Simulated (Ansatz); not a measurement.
## Run report: Ir, single-point calculation

The run: single-point calculation of Ir (R-3m, 2 atoms in the cell). Method and program: DFT, PBE, all-electron PAW with datasets made for the crystal, scalar-relativistic (Ansatz 0.2.0).

It belongs to a series of runs on one base structure; here: equal xy, yz and zx shear strains of -4 %, crystal datasets.

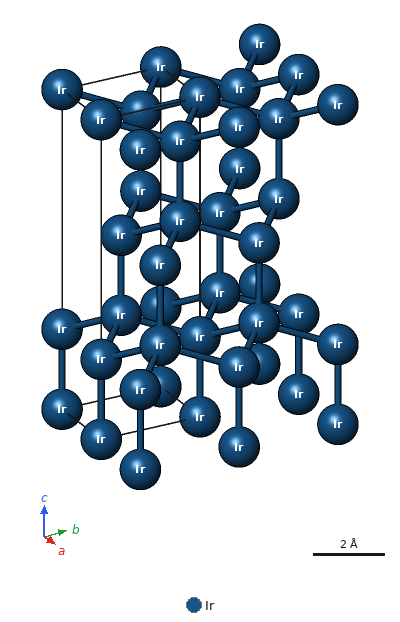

The structure as given in the input (ball-and-stick view of the cell 3 times as large as that of the calculation, set on its symmetry axes, repeated 2 × 2 × 1, seen slightly off an axis). An atom can appear more than once, as a periodic image.

The input:
```yaml
crystal:
  lattice:
    - [-0.1113548921, 2.7281948571, 2.7281948571]
    - [2.7281948571, -0.1113548921, 2.7281948571]
    - [2.7281948571, 2.7281948571, -0.1113548921]
  atoms:
    - { symbol: Ir, position: [0.0, 0.0, 0.0] }
    - { symbol: Ir, position: [0.25, 0.25, 0.25] }
kpoints:
  mp_grid: { grid: [12, 12, 12] }
scf:
  occupations: { method: fermi_dirac, width: 0.05 }
hamiltonian:
  xc: pbe
  pseudopotentials: { kind: all_electron, datasets: crystal }
output:
  forces: true
  stress: true
  eigenvalues: true
  efg: { contact_densities: true }
```

Launch command:
```bash
ansatz run input.yaml --threads 1 --pin off --max-ram 2048MiB --backend cpu --events-out ev --progress --plain --runs-dir out
```

What the program printed:
```
hamiltonian.pseudopotentials.datasets: crystal makes datasets for this crystal and solves the spheres of its atoms anew in each pass: cutoff 380.0 eV, the density's 1520.0 eV; recipe 3b8d38e19c71.33, for an error of 0.50 meV an atom under PBE, 1.0 meV for the cell; an energy difference from a run of another recipe may be off by several times the error for the cell, under r2SCAN by more, where some 0.1 meV an atom stays at smaller errors; Ir in spheres of 1.154 Å, 17 of its electrons in bands, 14 on its site; only band paths and densities of states list, in semicore columns, the levels of the semicore shells that are solved separately: 4f of Ir
Ir: output.efg is read without spin–orbit coupling, which moves field gradients at and beside such atoms by some per cent and up to a factor of two; PAW files take it under magnetization.noncollinear and magnetization.spin_orbit
Engine: ansatz 0.2.0, aarch64-unknown-linux-gnu
Pseudopotentials: kind: all_electron
Pseudopotential: Ir, paw, valence charge 31, recommended cutoff 380 eV (normal), crystal/all_electron/pbe/scalar/gaussian/Ir, Koelling and Harmon's equation, gaussian nucleus
Functional definition: PBE
  parameter kappa = 0.804
  parameter beta = 0.06672455060314922
  exchange = pbe_x(kappa = kappa, mu = beta*pi^2/3)
  correlation = pbe_c(beta = beta)
Error: memory limit exceeded: the `scf loop` phase needs 2.24 GiB against the run's memory maximum of 2.00 GiB; largest carriers: site augmentations 1.82 GiB, unmodelled-tail allowance 0.28 GiB, ion tables 0.06 GiB, wavefunctions 0.04 GiB, density mixer 0.02 GiB; this run sums exchange and correlation above basis.xc_grid: 1 (its plan line states the level, which a resume's fixed deck keeps): xc box scratch, where this phase holds it, is freed by typing basis.xc_grid: 1 where that is served, the dense box, on which forces and the stress change with where the atoms sit on the grid; above 1 it holds sets of fields, each of the dense FFT grid's size, one where xc_sum_sets_ram_shed is told, and more where that grid is small for the threads, which a lower --threads can ease, or where more sets divide its points along the first axis more evenly among the threads; basis.xc_grid: 2 can take less where it holds more than four sets; beside a kernel that the sum folds it holds no such fields, which stand under nonlocal-correlation fold; on files that bring a core charge a lower level frees more under converged xc re-evaluation or converged xc re-evaluation excess, where this phase holds it, and far more under ion tables or, behind the SCF, source scf tables, which hold that charge on the exchange–correlation grid, the cube of the level in points for each point of the dense grid (where the key is left out runs that use forces, runs that use the stress, dielectric runs by a finite field, finite-displacement phonons, runs of phonons.displacement_patterns under a GGA or a meta-GGA, phonons by method: dfpt, dielectric runs by the response, runs on support functions, runs on PAW files under a meta-GGA or a hybrid on one, runs at kind: all_electron or under a hybrid on a GGA, runs under a text's formulas of a gradient, and runs on PAW files that evaluate rPW86 or Becke's exchange or LYP's correlation can take a finer level, which can go by the root key accuracy; a number is taken as typed; a frozen pass over a finer state takes that state's level too); a lower level also moves a phonon response's frequencies, a U that a linear-response series measures and a field's Born charges, by the response (dielectric, § Limitations, in the input reference) or by a finite field; with basis.ecutrho_ratio left out a phonons.method: dfpt run under a GGA can take a denser grid at level 1, and more memory; under checkpoint.post_process_only, output.atomic_orbital_hamiltonian's pass stands at its saved state's level: that level is lowered only in the run that saves the state, and a lower --threads takes less chiefly on a dense grid that is small for the threads; wavefunction blocks cannot be spilled: a run that solves its atoms' spheres anew in each pass reads every wavefunction block at once
with nothing else changed it takes a maximum of at least 2.25 GiB, with nothing to spare, and 2.47 GiB leaves up to a tenth: --max-ram 2.47GiB where that set the maximum, else more of the term that did, and with no share typed, where 2.47 GiB is over 0.88 of the host's memory or its container's limit, a share of 0.88 or more that holds the maximum too (--max-ram-frac F), where one does; The budget is ten elevenths of this run's memory maximum, which was set by `override`, `--max-ram`. Only more of that lifts it, as far as the next of its terms, where there is one: `probe`, the memory found free on the host or within its container's limit (plus what this process already holds); `hard-limit-fraction`, `--max-ram-frac`'s share of the host's memory or its container's limit, at most the whole. Or run on fewer --threads (every phase holds memory for each worker), or reduce the deck (k-points, bands, cutoff, basis.xc_grid; a resume cannot: its deck is fixed); --dry-run prints the memory plan (there is none under scf.eigensolver.kind: dense, nor of a phonons: deck that is refused for the q-mesh of its integrals; under relax.cell it leaves out what runs after the relaxation; the manual's page Python interface lists what else it leaves out, under The engine at run.memory_plan())
```

Outcome:

```json
{"quantity": "outcome", "value": "refused by the program"}
{"quantity": "space group (tolerance 0.01 Å)", "value": "R-3m (166)"}
{"quantity": "hardware", "value": "1 thread of Arm Neoverse V2, 24 GiB of memory available, shared host"}
```

Diagnosis:

The program refused the input: “memory limit exceeded: the `scf loop` phase needs 2.24 GiB against the run's memory maximum of 2.00 GiB; largest carriers: site augmentations 1.82 GiB, unmodelled-tail allowance 0.28 GiB, ion tables 0.06 GiB, wavefunctions 0.04 GiB, density mixer 0.02 GiB …”
